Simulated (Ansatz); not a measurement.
**MgO: geometry relaxation (part 3 of 3)**

The same run, continued: MgO (P6₃mc, 4 atoms in the cell); DFT, PBE, PAW with Ansatz's default frozen-core files, scalar-relativistic, no spin polarisation (Ansatz 0.2.0); cutoff 420 eV, 13×13×7 k-mesh, Fermi–Dirac smearing of 0.1 eV. The structure was built on a prototype by a generator; it need not be a known phase. Its volume is 0.77 times that of the source entry. It belongs to a series of runs on one base structure; here: wurtzite relaxed under pressure, PAW files.

Geometry of the input (Å; fractional positions):
```
2.7532  0.0000  0.0000
-1.3766  2.3843  0.0000
0.0000  0.0000  4.4877
Mg 0.3333  0.6667  0.0000
Mg 0.6667  0.3333  0.5000
O  0.3333  0.6667  0.3760
O  0.6667  0.3333  0.8760
```

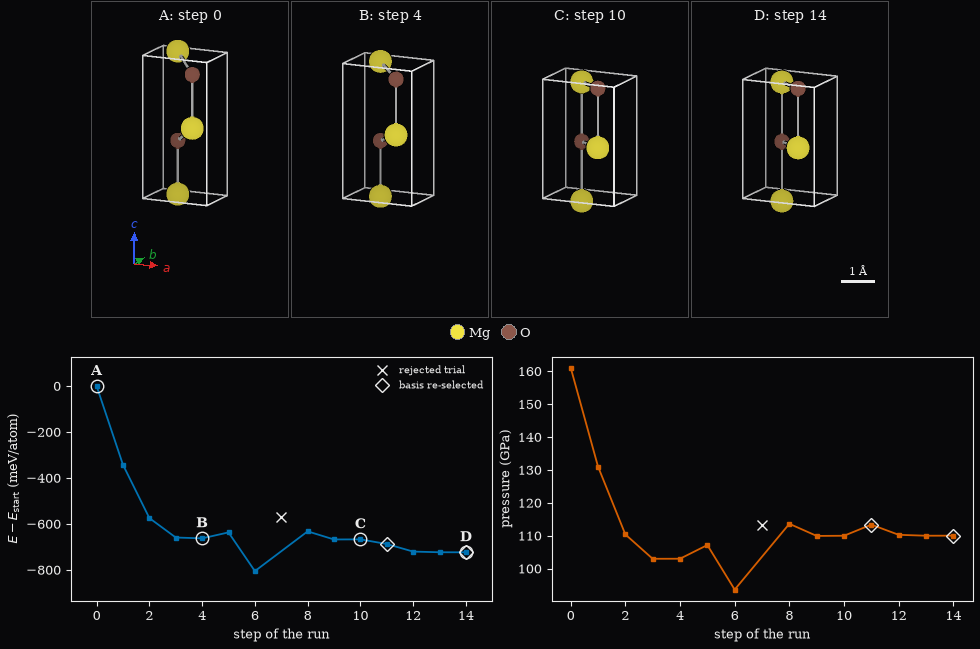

**Figure 1.** Frames of the relaxation (ball-and-stick view of the cell of the calculation, seen slightly off an axis) above the curves, on which the letters mark them (the first geometry is step 0 here and step 1 in the log).

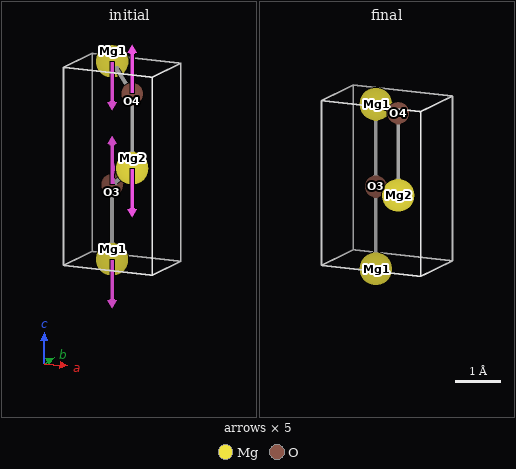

**Figure 2.** Before (left) and after (right) the relaxation, at one scale (ball-and-stick view of the cell of the calculation, seen slightly off an axis). The pink arrows give the displacements (without the part carried along by the change of the cell), magnified 5 times. The energy falls by 723 meV per atom in 12 geometry steps. Largest force component: 0.21 eV/Å at the start, 0.0001 eV/Å at the end. Pressure: 161.11 GPa at the start and 110.03 GPa at the end. The line search rejected the trial step at point 7 (counted from 0) and went back. The basis was re-selected once at an unchanged geometry, which shifts the energy a little without any move. The largest moves relative to the cell, 0.23 Å, are those of Mg1, Mg2, O3 and O4. Largest moves by element: Mg 0.23 Å, O 0.23 Å. Cell: a = b 2.753 → 3.076 Å (+11.7 %), c 4.488 → 3.734 Å (−16.8 %). Volume +3.9 %. Among the contacts that change: Mg1–O3 2.800 → 1.867 Å, Mg1–O4 1.684 → 1.776 Å. New bonds form: Mg1–O3 (2.80 → 1.87 Å), Mg2–O4 (2.80 → 1.87 Å). Among the angles that change: Mg1–O3–Mg2 109.3° → 90.0°, O3–Mg1–O4 109.3° → 90.0°, O4–Mg1–O4 109.6° → 120.0°. The space group (tolerance 0.01 Å) goes from P6_3mc (No. 186) to P6_3/mmc (No. 194). The energy change given includes the shifts at the re-selections in mid-walk, which come without any move. A last SCF at the same geometry on a re-selected plane-wave basis shifts the energy by −0.2 meV per atom. (Atoms are counted from 1 in the order of the input.)

```
basis re-selected at this cell: Δ(F+E_penalty+E_count) = -9.947e-4 eV, ΔP = +0.015 GPa vs the last step (what re-selecting the basis moved, of the pressure what is left beyond the Pulay correction that the steps carried, after the strain that the cell walked since its last selection, with what the two solves' SCF thresholds leave and, on support functions, any second-order correction that the steps lacked; it is no measure of the basis error at this ecutwfc). This SCF's stress stands 5.15e-2 GPa from its target on what of the cell is left free (relax.cell.stress_tol is 5.50e-2 GPa) and its largest allowed force component is 1.02e-4 eV/Å (relax.f_tol is 5.00e-3 eV/Å): within both
SCF converged after 5 iterations
Free energy (F): -4984.480051 eV
Harris-Foulkes:  -4984.480051 eV  (|F-HF|=1.78e-10)
Internal energy: -4984.480051 eV  (E = F + TS)
E sigma→0 (E₀):  -4984.480051 eV
Fermi energy:    13.804473 eV
--- Per-component energies (eV) ---
  E_band       = -492.311960
  E_kinetic    = 534.956957
  E_local      = -3208.465669  (includes V_loc(G=0)·N_el)
  E_nonlocal   = 288.469688
  E_hartree    = 1143.592876
  E_xc         = -217.075198
  E_vxc        = -278.647448  (∫ρ·V_xc dr)
  E_paw        = -897.280841  (= ΣΔE_a)
  E_vpaw       = -115.816667  (= ΣTr[D̂ρ^β])
  E_aug_tail   = 0.005303  (compensation charges beyond the density's cutoff)
  E_ewald      = -2628.683168
  E_smearing   = -0.000000  (= −TS)
  E_closure    = -0.000000  (closes the sum)
  Σ components = -4984.480051   (vs F -4984.480051, Δ=0.00e0)
--- Forces (eV/Å), atoms counted from 1 ---
  atom   1  Mg    -0.00000000    -0.00000000     0.00007422
  atom   2  Mg     0.00000000     0.00000000     0.00007422
  atom   3  O      0.00000000     0.00000000    -0.00013030
  atom   4  O     -0.00000000    -0.00000000    -0.00013030
  max |Σ_I F_I| component: 1.12e-4 eV/Å
--- Stress (GPa, compression-positive) ---
      110.051506      -0.000000       0.000000
        0.000000     110.051506      -0.000000
        0.000000      -0.000000     109.979032
  P = ⅓ Tr σ = 110.0273 GPa (1100.273 kbar)
--- Band table (eV; the first three rows and the last of 84) ---
  k-point 0: bands = ["-60.3260", "-60.2611", "-27.2210", "-27.1066", "-27.1066", "-27.0105", "-27.0105", "-26.9351", "-7.8952", "-5.4012", "5.9210", "8.4906", "8.4906", "9.5728", "9.5728", "11.0170", "16.4564", "23.6605", "26.2553", "26.4142"]
  k-point 1: bands = ["-60.3227", "-60.2643", "-27.2098", "-27.1017", "-27.1017", "-27.0152", "-27.0152", "-26.9524", "-7.7671", "-5.5144", "6.0651", "8.5356", "8.5356", "9.5094", "9.5094", "10.5728", "16.8285", "22.9743", "26.1905", "26.1905"]
  k-point 2: bands = ["-60.3137", "-60.2733", "-27.1769", "-27.0881", "-27.0881", "-27.0283", "-27.0283", "-26.9991", "-7.4090", "-5.8414", "6.5157", "8.6660", "8.6660", "9.3378", "9.3378", "9.5350", "17.7306", "21.6626", "26.0456", "26.0456"]
  k-point 83: bands = ["-60.2879", "-60.2865", "-27.2602", "-27.2561", "-27.1212", "-27.0858", "-26.9640", "-26.9590", "-5.8352", "-5.7778", "6.0607", "6.1047", "7.0237", "7.7908", "10.1258", "10.2228", "20.0765", "20.4591", "25.4538", "25.6655"]
--- Relaxed structure (13 steps of the walk, 12 accepted, 2 SCFs on fresh bases) ---
  F+E_penalty+E_count = -4984.48005057 eV   max|allowed force component| = 1.023e-4 eV/Å   (the final SCF, on the basis selected at the relaxed cell)
  cell:  # Å, volume = 30.5946 Å³
    - [3.0759532274826404, -3.225196609051069e-11, 1.8331037222459195e-33]
    - [-1.5379766137133892, 2.6638536358688274, 8.173236130497129e-34]
    - [1.1193914944896658e-33, 3.0346003795930776e-33, 3.733831255661708]
  atoms:
    - { symbol: Mg, position: [0.3333333333333334, 0.6666666666666667, -0.06200076218378012] }
    - { symbol: Mg, position: [0.6666666666666667, 0.33333333333333326, 0.4379992378162199] }
    - { symbol: O, position: [0.3333333333333334, 0.6666666666666667, 0.4380007621837802] }
    - { symbol: O, position: [0.6666666666666667, 0.33333333333333326, 0.9380007621837803] }
```

## Trajectory as extended XYZ (Å, eV, eV/Å), 15 frames, from step=1 to step=15
```
4
Lattice="2.7532 0.0000 0.0000 -1.3766 2.3843 0.0000 0.0000 0.0000 4.4877" Properties=species:S:1:pos:R:3:forces:R:3 step=1 energy=-4981.58699 pressure_GPa=161.11
Mg    0.0000    1.5895    0.0000    0.0000   0.0000  -0.2123
Mg    1.3766    0.7948    2.2438    0.0000   0.0000  -0.2123
O     0.0000    1.5895    1.6874    0.0000   0.0000   0.2123
O     1.3766    0.7948    3.9312    0.0000   0.0000   0.2123
4
Lattice="2.8071 0.0000 0.0000 -1.4035 2.4310 0.0000 0.0000 0.0000 4.5368" Properties=species:S:1:pos:R:3:forces:R:3 step=2 energy=-4982.95790 pressure_GPa=131.04
Mg    0.0000    1.6207   -0.0033    0.0000   0.0000  -0.3669
Mg    1.4035    0.8103    2.2651    0.0000   0.0000  -0.3669
O     0.0000    1.6207    1.7092    0.0000   0.0000   0.3669
O     1.4035    0.8103    3.9776    0.0000   0.0000   0.3669
4
Lattice="2.8570 0.0000 0.0000 -1.4285 2.4743 0.0000 0.0000 0.0000 4.5499" Properties=species:S:1:pos:R:3:forces:R:3 step=3 energy=-4983.88434 pressure_GPa=110.41
Mg    0.0000    1.6495   -0.0111    0.0000   0.0000  -0.5069
Mg    1.4285    0.8247    2.2639    0.0000   0.0000  -0.5069
O     0.0000    1.6495    1.7218    0.0000   0.0000   0.5070
O     1.4285    0.8247    3.9967    0.0000   0.0000   0.5070
4
Lattice="2.9035 0.0000 0.0000 -1.4517 2.5145 0.0000 0.0000 0.0000 4.4584" Properties=species:S:1:pos:R:3:forces:R:3 step=4 energy=-4984.22248 pressure_GPa=103.00
Mg    0.0000    1.6763   -0.0334    0.0000   0.0000  -0.7627
Mg    1.4517    0.8382    2.1958    0.0000   0.0000  -0.7627
O     0.0000    1.6763    1.7098    0.0000   0.0000   0.7627
O     1.4517    0.8382    3.9390    0.0000   0.0000   0.7627
4
Lattice="2.9615 0.0000 0.0000 -1.4808 2.5647 0.0000 0.0000 0.0000 4.2340" Properties=species:S:1:pos:R:3:forces:R:3 step=5 energy=-4984.23727 pressure_GPa=103.02
Mg    0.0000    1.7098   -0.0790    0.0000   0.0000  -1.3848
Mg    1.4808    0.8549    2.0380    0.0000   0.0000  -1.3848
O     0.0000    1.7098    1.6710    0.0000   0.0000   1.3848
O     1.4808    0.8549    3.7880    0.0000   0.0000   1.3848
4
Lattice="3.0024 0.0000 0.0000 -1.5012 2.6001 0.0000 0.0000 0.0000 4.0152" Properties=species:S:1:pos:R:3:forces:R:3 step=6 energy=-4984.13351 pressure_GPa=107.18
Mg    0.0000    1.7334   -0.1251    0.0000   0.0000  -1.9046
Mg    1.5012    0.8667    1.8825    0.0000   0.0000  -1.9046
O     0.0000    1.7334    1.6348    0.0000   0.0000   1.9045
O     1.5012    0.8667    3.6425    0.0000   0.0000   1.9045
4
Lattice="3.0972 0.0000 0.0000 -1.5486 2.6823 0.0000 0.0000 0.0000 3.7930" Properties=species:S:1:pos:R:3:forces:R:3 step=7 energy=-4984.80751 pressure_GPa=93.63
Mg    0.0000    1.7882   -0.1872    0.0000   0.0000  -1.5685
Mg    1.5486    0.8941    1.7093    0.0000   0.0000  -1.5685
O     0.0000    1.7882    1.6133    0.0000   0.0000   1.5685
O     1.5486    0.8941    3.5098    0.0000   0.0000   1.5685
4
Lattice="3.1318 0.0000 0.0000 -1.5659 2.7122 0.0000 0.0000 0.0000 3.5743" Properties=species:S:1:pos:R:3:forces:R:3 step=8 energy=-4983.86078 pressure_GPa=113.40 accepted=F
Mg    0.0000    1.8082   -0.2492    0.0000   0.0000   1.8371
Mg    1.5659    0.9041    1.5379    0.0000   0.0000   1.8371
O     0.0000    1.8082    1.5932    0.0000   0.0000  -1.8371
O     1.5659    0.9041    3.3803    0.0000   0.0000  -1.8371
4
Lattice="3.0535 0.0000 0.0000 -1.5268 2.6444 0.0000 0.0000 0.0000 3.7387" Properties=species:S:1:pos:R:3:forces:R:3 step=9 energy=-4984.11534 pressure_GPa=113.64
Mg    0.0000    1.7630   -0.2315    0.0000   0.0000  -0.0096
Mg    1.5268    0.8815    1.6378    0.0000   0.0000  -0.0096
O     0.0000    1.7630    1.6373    0.0000   0.0000   0.0096
O     1.5268    0.8815    3.5066    0.0000   0.0000   0.0096
4
Lattice="3.0636 0.0000 0.0000 -1.5318 2.6531 0.0000 0.0000 0.0000 3.7392" Properties=species:S:1:pos:R:3:forces:R:3 step=10 energy=-4984.25667 pressure_GPa=109.95
Mg    0.0000    1.7688   -0.2318    0.0000   0.0000  -0.0008
Mg    1.5318    0.8844    1.6378    0.0000   0.0000  -0.0008
O     0.0000    1.7688    1.6378    0.0000   0.0000   0.0008
O     1.5318    0.8844    3.5074    0.0000   0.0000   0.0008
4
Lattice="3.0632 0.0000 0.0000 -1.5316 2.6528 0.0000 0.0000 0.0000 3.7398" Properties=species:S:1:pos:R:3:forces:R:3 step=11 energy=-4984.25486 pressure_GPa=110.00
Mg    0.0000    1.7685   -0.2319    0.0000   0.0000   0.0000
Mg    1.5316    0.8843    1.6380    0.0000   0.0000   0.0000
O     0.0000    1.7685    1.6380    0.0000   0.0000   0.0000
O     1.5316    0.8843    3.5079    0.0000   0.0000   0.0000
4
Lattice="3.0632 0.0000 0.0000 -1.5316 2.6528 0.0000 0.0000 0.0000 3.7398" Properties=species:S:1:pos:R:3:forces:R:3 step=12 energy=-4984.33565 pressure_GPa=113.39
Mg    0.0000    1.7685   -0.2319    0.0000   0.0000   0.0000
Mg    1.5316    0.8843    1.6380    0.0000   0.0000   0.0000
O     0.0000    1.7685    1.6380    0.0000   0.0000   0.0000
O     1.5316    0.8843    3.5079    0.0000   0.0000   0.0000
4
Lattice="3.0750 0.0000 0.0000 -1.5375 2.6630 0.0000 0.0000 0.0000 3.7341" Properties=species:S:1:pos:R:3:forces:R:3 step=13 energy=-4984.46758 pressure_GPa=110.28
Mg    0.0000    1.7754   -0.2315    0.0000   0.0000   0.0000
Mg    1.5375    0.8877    1.6355    0.0000   0.0000   0.0000
O     0.0000    1.7754    1.6355    0.0000   0.0000   0.0000
O     1.5375    0.8877    3.5026    0.0000   0.0000   0.0000
4
Lattice="3.0760 0.0000 0.0000 -1.5380 2.6639 0.0000 0.0000 0.0000 3.7338" Properties=species:S:1:pos:R:3:forces:R:3 step=14 energy=-4984.47906 pressure_GPa=110.01
Mg    0.0000    1.7759   -0.2315    0.0000   0.0000   0.0001
Mg    1.5380    0.8880    1.6354    0.0000   0.0000   0.0001
O     0.0000    1.7759    1.6354    0.0000   0.0000  -0.0001
O     1.5380    0.8880    3.5023    0.0000   0.0000  -0.0001
4
Lattice="3.0760 0.0000 0.0000 -1.5380 2.6639 0.0000 0.0000 0.0000 3.7338" Properties=species:S:1:pos:R:3:forces:R:3 step=15 energy=-4984.48005 pressure_GPa=110.03
Mg    0.0000    1.7759   -0.2315    0.0000   0.0000   0.0001
Mg    1.5380    0.8880    1.6354    0.0000   0.0000   0.0001
O     0.0000    1.7759    1.6354    0.0000   0.0000  -0.0001
O     1.5380    0.8880    3.5023    0.0000   0.0000  -0.0001
```

## Results in brief

- outcome: converged
- space group (tolerance 0.01 Å): P6₃mc (186) → P6₃/mmc (194)
- electrons treated: 32
- free energy: −4984.4801 eV
- Fermi energy: 13.804 eV
- gap on the k-point mesh: 5.44 eV
- pressure: 110.03 GPa
- final volume: 30.59 Å³
- largest force (length of the vector) at the end: under 0.001 eV/Å
- final cell: a = 3.076 Å, b = 3.076 Å, c = 3.734 Å, α = 90.00°, β = 90.00°, γ = 120.00°
- wall time: 74 s
- peak memory: 0.41 GiB

The cell was relaxed to the target pressure of the input; what is minimised is then the enthalpy E + pV.
